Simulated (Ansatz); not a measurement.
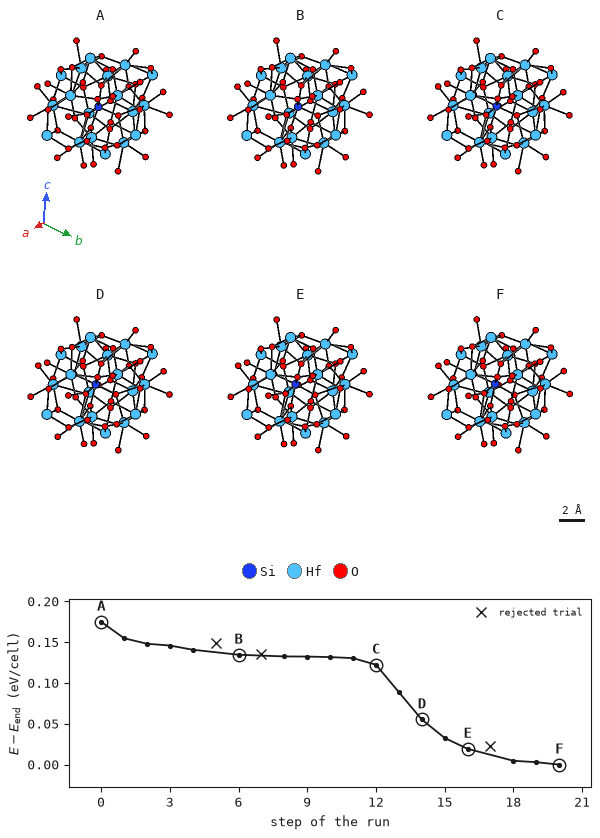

Frames of a relaxation of a defect cell of composition Hf15SiO32 (cell charge +1), marked on the history of the run. The picture is a ball-and-stick view of the atoms within 5.8 Å of the atom that moves most (axes of the cell of the calculation (origin shifted)), seen slightly off an axis.

Case: Si on a Hf site (a), charge +1, atoms relaxed at the host's cell.

The calculation used DFT PBE, scalar-relativistic, plane waves, PAW (Ansatz). (plane-wave cutoff 420 eV; k-point mesh 2 × 2 × 2; occupations gaussian; smearing width 0.01 eV; mesh shifted by (0.5, 0.5, 0.5); collinear spin; atoms relaxed in a fixed cell; force threshold 0.025 eV/Å; at most 45 steps)

**What happens along the run?**

The run was cut off at its time limit before the relaxation converged, so the last structure is only a point on the way. Over 17 accepted moves (20 points after the start) the energy falls by 0.175 eV per cell of the calculation. Largest force component: 0.42 eV/Å at the start, 0.038 eV/Å at the end. The line search rejected the trial steps at points 5, 7, 17 of the run. The forces were under the threshold at step 8, but the run went on from there. The largest moves, 0.32 Å, are those of Si and O atoms. Largest moves by element: Si 0.32 Å, O 0.32 Å, Hf 0.10 Å. The lattice vectors keep their values. Some distances before and after: O–Si 2.374 → 1.889 Å, Hf–O 2.300 → 2.704 Å, Hf–O 2.928 → 2.610 Å, Hf–O 2.225 → 2.370 Å. New bonds form, among them: O–Si (2.37 → 1.89 Å). Bond angles that change, for instance: Si–O–Hf 124.8° → 139.4°, O–Si–O 87.5° → 74.8°, Hf–O–Hf 100.6° → 90.5°. The run took 42 min on 4 threads of AMD EPYC 7B13 (Zen 3) (shared host), peak memory 4.2 GiB. From step 0 to 6: Si and O atoms move most (0.05 Å), energy −40.4 meV per cell of the calculation. From step 6 to 12: an O atom moves most (0.17 Å), energy −12.2 meV per cell of the calculation. From step 12 to 14: the Si atom moves most (0.11 Å), energy −67.1 meV per cell of the calculation. From step 14 to 16: an O atom moves most (0.08 Å), energy −36.0 meV per cell of the calculation. From step 16 to 20: an O atom moves most (0.11 Å), energy −19.4 meV per cell of the calculation.

| step | E − E(0), meV/atom | largest force component, eV/Å | note |
| --- | --- | --- | --- |
| 0 | 0.00 | 0.4189 |  |
| 1 | -0.42 | 0.1478 |  |
| 2 | -0.56 | 0.0990 |  |
| 3 | -0.61 | 0.1625 |  |
| 4 | -0.72 | 0.0855 |  |
| 5 | -0.55 | 0.1745 | rejected |
| 6 | -0.84 | 0.0468 |  |
| 7 | -0.84 | 0.0665 | rejected |
| 8 | -0.89 | 0.0162 |  |
| 9 | -0.89 | 0.0449 |  |
| 10 | -0.90 | 0.0324 |  |
| 11 | -0.93 | 0.0898 |  |
| 12 | -1.10 | 0.2398 |  |
| 13 | -1.80 | 0.4067 |  |
| 14 | -2.50 | 0.3268 |  |
| 15 | -2.97 | 0.2619 |  |
| 16 | -3.25 | 0.2352 |  |
| 17 | -3.16 | 0.2224 | rejected |
| 18 | -3.55 | 0.1072 |  |
| 19 | -3.59 | 0.1169 |  |
| 20 | -3.65 | 0.0385 |  |

Limits of the set-up: the cell is charged, on a uniform background, and energies carry no finite-size correction.
